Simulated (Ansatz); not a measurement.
**What a change does: single-point calculation on B₅N**

System: B₅N (F-43m, 6 atoms in the cell).
Method of the first run: DFT PBE, scalar-relativistic, plane waves, PAW, no spin polarisation (Ansatz 0.2.0).

The structure was made by a generator, so it may or may not be a known phase. Text and figures count atoms from 1; the logs count them from 0 in places.

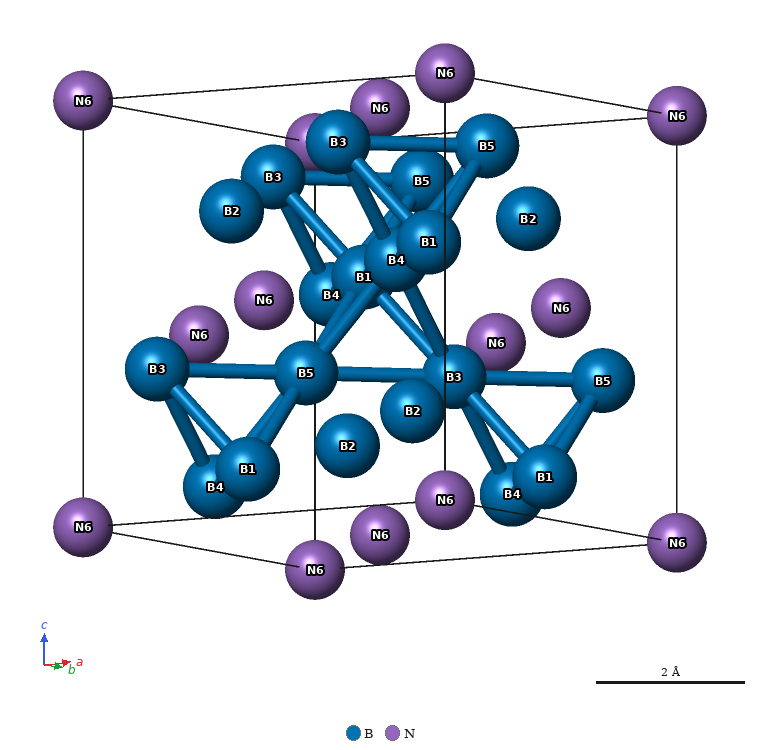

**Figure 1.** The input geometry (ball-and-stick view of the cell 4 times as large as that of the calculation, set on its symmetry axes, seen at an oblique angle; atoms are numbered from 1 in the order of the input). An atom can appear more than once, as a periodic image.

The input, the first run:
```yaml
crystal:
  lattice:
    - [0.0, 2.90750853, 2.90750853]
    - [2.90750853, 0.0, 2.90750853]
    - [2.90750853, 2.90750853, 0.0]
  atoms:
    - { symbol: B, position: [0.62475203, 0.1257439, 0.62475203] }
    - { symbol: B, position: [0.25, 0.25, 0.25] }
    - { symbol: B, position: [0.1257439, 0.62475203, 0.62475203] }
    - { symbol: B, position: [0.62475203, 0.62475203, 0.62475203] }
    - { symbol: B, position: [0.62475203, 0.62475203, 0.1257439] }
    - { symbol: "N", position: [0.0, 0.0, 0.0] }
basis:
  ecutwfc: 420
kpoints:
  mp_grid: { grid: [6, 6, 6] }
hamiltonian:
  xc: pbe
scf:
  occupations: { method: gaussian, width: 0.1 }
  lower_state_search: "off"
output:
  forces: true
  stress: true
  eigenvalues: true
```

Command:
```bash
ansatz run input.yaml --threads 1 --pin off --max-ram 2560MiB --backend cpu --events-out ev --progress --plain --runs-dir out
```

Hardware: 1 thread of Arm Neoverse V1, 24 GiB of memory available, shared host.

Output, shortened to warnings, some set-up lines, iterations and results (the first run):
```
Basis set: ecut = 420 eV, 941 PW (Γ), exchange–correlation on 60×60×60 points (8 copies of the dense FFT grid, shifted against one another)
Symmetry: 24 space group operations
k-points: 16 of 216 (time reversal used)
Initial density: superposition of atomic densities (neutral atoms: chi_scale 0, normalization atom), corrected by the library's trained network
[...]
SCF iter   1: F=—  HF=-1149.821255 eV  |F-HF|=—  |Δ(HF+E_count)|=         —  Δρ=6.52e-3  dr2=1.71e-2  ethr=1.77e-3  ⟨swp⟩=4.2  Hψ=1212  notcnv=0
SCF iter   2: F=—  HF=-1149.819525 eV  |F-HF|=—  |Δ(HF+E_count)|=   1.73e-3  Δρ=3.68e-3  dr2=5.29e-3  ethr=8.57e-5  ⟨swp⟩=1.0  Hψ=384  notcnv=0
SCF iter   3: F=—  HF=-1149.818724 eV  |F-HF|=—  |Δ(HF+E_count)|=   8.01e-4  Δρ=3.37e-4  dr2=4.65e-5  ethr=2.64e-5  ⟨swp⟩=2.0  Hψ=386  notcnv=0
SCF iter   4: F=—  HF=-1149.818715 eV  |F-HF|=—  |Δ(HF+E_count)|=   8.38e-6  Δρ=6.50e-5  dr2=9.48e-7  ethr=2.32e-7  ⟨swp⟩=2.1  Hψ=395  notcnv=0
SCF iter   5: F=-1149.818716 eV  HF=-1149.818716 eV  |F-HF|=8.86e-9  |Δ(HF+E_count)|=   3.54e-7  Δρ=1.01e-5  dr2=3.48e-8  ethr=4.74e-9  ⟨swp⟩=2.0  Hψ=406  notcnv=0
SCF iter   6: F=-1149.818716 eV  HF=-1149.818716 eV  |F-HF|=9.41e-10  |Δ(HF+E_count)|=   1.93e-9  Δρ=2.03e-6  dr2=1.72e-9  ethr=1.74e-10  ⟨swp⟩=3.3  Hψ=910  notcnv=0
SCF 1 converged in 6 iterations: F = -1149.818716 eV  dr2 = 1.72e-9
SCF converged after 6 iterations
Free energy (F): -1149.818716 eV
Harris-Foulkes:  -1149.818716 eV  (|F-HF|=9.41e-10)
Internal energy: -1149.791796 eV  (E = F + TS)
E sigma→0 (E₀):  -1149.805256 eV
Entropy (-TS):   -0.026919 eV (-4.487 meV/atom)
Fermi energy:    8.939236 eV
--- Per-component energies (eV) ---
  E_band       = 49.922655
  E_kinetic    = 325.082686
  E_local      = -206.958765  (includes V_loc(G=0)·N_el)
  E_nonlocal   = 108.383392
  E_hartree    = 51.136335
  E_xc         = -207.806190
  E_vxc        = -250.401912  (∫ρ·V_xc dr)
  E_paw        = -516.316052  (= ΣΔE_a)
  E_vpaw       = -28.455957  (= ΣTr[D̂ρ^β])
  E_aug_tail   = 0.000066  (compensation charges beyond the density's cutoff)
  E_ewald      = -703.313268
  E_smearing   = -0.026919  (= −TS)
  E_closure    = -0.000000  (closes the sum)
  Σ components = -1149.818716   (vs F -1149.818716, Δ=0.00e0)
--- Forces (eV/Å), atoms counted from 1 ---
  atom   1  B     -0.01985795     0.01985795    -0.01985795
  atom   2  B      0.00000000    -0.00000000     0.00000000
  atom   3  B      0.01985795    -0.01985795    -0.01985795
  atom   4  B      0.01985795     0.01985795     0.01985795
  atom   5  B     -0.01985795    -0.01985795     0.01985795
  atom   6  N      0.00000000     0.00000000     0.00000000
  max |Σ_I F_I| component: 1.24e-16 eV/Å
--- Stress (GPa, compression-positive) ---
      -31.168023       0.000000      -0.000000
        0.000000     -31.168023       0.000000
       -0.000000       0.000000     -31.168023
  P = ⅓ Tr σ = -31.1680 GPa (-311.680 kbar)
```

For the second run the input was changed thus:
```diff
-    - { symbol: "N", position: [0.0, 0.0, 0.0] }
+    - { symbol: "N", position: [0.0, 0.0, 0.0], spin: 1.0 }
+  populations: true
+magnetization:
+  spin_polarized: true
```

Predict how the results change.

With the same functional and potentials, the second run lies 0.30 meV per atom lower. The pressure goes from −31.17 to −30.94 GPa. With spin allowed, the absolute moment of the cell comes to 0.43 μB. The SCF takes 21 iterations against 6.

Output, shortened to warnings, some set-up lines, iterations and results (the second run):
```
Basis set: ecut = 420 eV, 941 PW (Γ), exchange–correlation on 60×60×60 points (8 copies of the dense FFT grid, shifted against one another)
Symmetry: 24 space group operations
k-points: 16 of 216 (time reversal used)
[...]
SCF iter   1: F=—  HF=-1150.623393 eV  |F-HF|=—  |Δ(HF+E_count)|=         —  Δρ=5.03e-2 (↑5.03e-2 ↓3.11e-2)  dr2=5.57e0  dr2_m=5.85e-2  M=0.737 μB ∫|m|=0.737 μB  β_m=0.30  …
SCF iter   2: F=—  HF=-1149.909489 eV  |F-HF|=—  |Δ(HF+E_count)|=   7.14e-1  Δρ=1.36e-2 (↑1.35e-2 ↓1.36e-2)  dr2=4.18e-1  dr2_m=7.31e-3  M=0.795 μB ∫|m|=0.802 μB  β_m=0.30  …
SCF iter   3: F=—  HF=-1149.851414 eV  |F-HF|=—  |Δ(HF+E_count)|=   5.81e-2  Δρ=9.78e-3 (↑9.63e-3 ↓9.78e-3)  dr2=1.86e-1  dr2_m=6.11e-3  M=0.780 μB ∫|m|=0.786 μB  β_m=0.30  …
SCF iter   4: F=—  HF=-1149.808363 eV  |F-HF|=—  |Δ(HF+E_count)|=   4.31e-2  Δρ=5.36e-3 (↑5.36e-3 ↓4.06e-3)  dr2=1.80e-2  dr2_m=6.46e-3  M=0.759 μB ∫|m|=0.765 μB  β_m=0.30  …
SCF iter   5: F=—  HF=-1149.807527 eV  |F-HF|=—  |Δ(HF+E_count)|=   8.36e-4  Δρ=4.77e-3 (↑2.04e-3 ↓4.77e-3)  dr2=6.86e-3  dr2_m=4.73e-3  M=0.748 μB ∫|m|=0.754 μB  β_m=0.30  …
[... 12 lines ...]
SCF iter  18: F=—  HF=-1149.820534 eV  |F-HF|=—  |Δ(HF+E_count)|=   1.16e-5  Δρ=2.47e-5 (↑2.47e-5 ↓2.35e-5)  dr2=1.13e-8  dr2_m=2.60e-7  M=0.430 μB ∫|m|=0.430 μB  β_m=0.98  …
SCF iter  19: F=-1149.820535 eV  HF=-1149.820535 eV  |F-HF|=7.38e-9  |Δ(HF+E_count)|=   8.54e-7  Δρ=9.64e-6 (↑8.06e-6 ↓9.64e-6)  dr2=4.80e-8  dr2_m=2.74e-8  M=0.428 μB …
SCF iter  20: F=-1149.820535 eV  HF=-1149.820535 eV  |F-HF|=6.14e-9  |Δ(HF+E_count)|=   7.82e-8  Δρ=3.34e-6 (↑3.34e-6 ↓2.01e-6)  dr2=9.79e-9  dr2_m=1.73e-9  M=0.427 μB …
SCF iter  21: F=-1149.820535 eV  HF=-1149.820535 eV  |F-HF|=1.05e-10  |Δ(HF+E_count)|=   3.33e-9  Δρ=5.24e-7 (↑5.24e-7 ↓9.65e-8)  dr2=1.48e-10  dr2_m=3.89e-11  M=0.427 μB …
SCF 1 converged in 21 iterations: F = -1149.820535 eV  dr2 = 1.48e-10
SCF converged after 21 iterations
Magnetization: 0.4267 μB (10.2133 up, 9.7867 down)
Absolute magnetization: 0.4267 μB (∫|ρ↑−ρ↓|, with the PAW one-centre terms)
Spin contamination: 0.0079 ħ² per cell (⟨S²⟩ above its minimum at these occupations)
Per-site moments (μB) at R_I (Å): [(0.016745380703386728, 0.8463842430317153), (0.06169413827045462, 0.9942673999736975), (0.016745380703386707, 0.8463842430317153), (0.016745380703386693, 0.8463842430317153), (0.016745380703386666, 0.8463842430317153), (0.2391719761063139, 0.9946260766499898)]
Free energy (F): -1149.820535 eV
Harris-Foulkes:  -1149.820535 eV  (|F-HF|=1.05e-10)
Internal energy: -1149.803393 eV  (E = F + TS)
E sigma→0 (E₀):  -1149.811964 eV
Entropy (-TS):   -0.017142 eV (-2.857 meV/atom)
Fermi energy:    8.946786 eV
--- Per-component energies (eV) ---
  E_band       = 49.872657
  E_kinetic    = 325.083431
  E_local      = -206.996959  (includes V_loc(G=0)·N_el)
  E_nonlocal   = 108.480123
  E_hartree    = 51.113476
  E_xc         = -207.838430
  E_vxc        = -250.442970  (∫ρ·V_xc dr)
  E_paw        = -516.331832  (= ΣΔE_a)
  E_vpaw       = -28.478139  (= ΣTr[D̂ρ^β])
  E_aug_tail   = 0.000066  (compensation charges beyond the density's cutoff)
  E_ewald      = -703.313268
  E_smearing   = -0.017142  (= −TS)
  E_closure    = 0.000000  (closes the sum)
  Σ components = -1149.820535   (vs F -1149.820535, Δ=0.00e0)
--- Forces (eV/Å), atoms counted from 1 ---
  atom   1  B     -0.02702864     0.02702864    -0.02702864
  atom   2  B      0.00000000    -0.00000000     0.00000000
  atom   3  B      0.02702864    -0.02702864    -0.02702864
  atom   4  B      0.02702864     0.02702864     0.02702864
  atom   5  B     -0.02702864    -0.02702864     0.02702864
  atom   6  N      0.00000000     0.00000000     0.00000000
  max |Σ_I F_I| component: 1.33e-16 eV/Å
--- Stress (GPa, compression-positive) ---
      -30.937957      -0.000000      -0.000000
       -0.000000     -30.937957       0.000000
       -0.000000       0.000000     -30.937957
  P = ⅓ Tr σ = -30.9380 GPa (-309.380 kbar)
--- Löwdin populations: 6 sites ---
  site symbol       q [e]    m [muB]
     0      B      2.9436     0.0192
     1      B      2.8262     0.0835
     2      B      2.9436     0.0192
     3      B      2.9436     0.0192
     4      B      2.9436     0.0192
     5      N      5.2609     0.2624
  spilling = 0.006930 (of n_electrons = 20.000000)
```

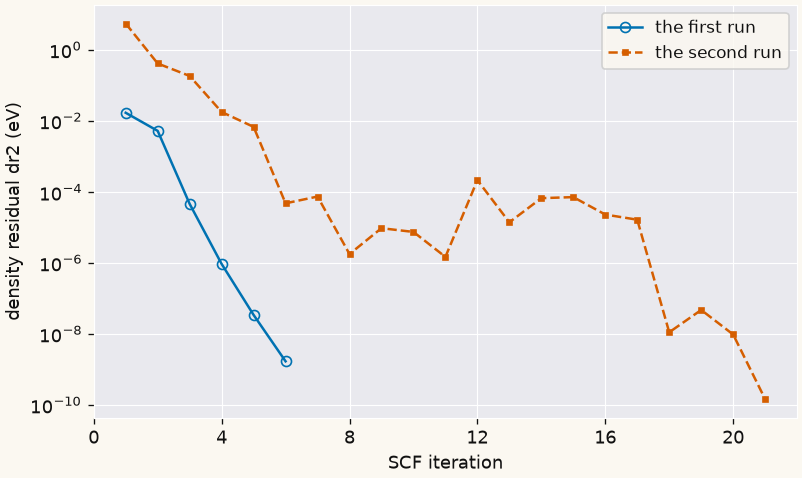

**Figure 2.** Convergence of the two runs: density residual dr2 against the SCF iteration. The first run takes 6 iterations in all, and the second run takes 21.

The two runs side by side:

```tsv
quantity	the first run	the second run
outcome	converged	converged
free energy per atom (eV)	−191.6365	−191.6368
energy per atom, smearing taken to zero (eV)	−191.6342	−191.6353
gap on the mesh (eV)	0.00	0.00
pressure (GPa)	−31.17	−30.94
largest force (eV/Å)	0.034	0.047
SCF iterations	6	21
irreducible k-points	16	16
plane waves at Γ	941	941
net moment of the cell (μB)	–	0.43
absolute moment of the cell (μB)	–	0.43
wall time (shared host)	1.5 s	7 s
```

For both runs: The cell is under a tension of 31 GPa at this level, so it is not at its equilibrium volume.
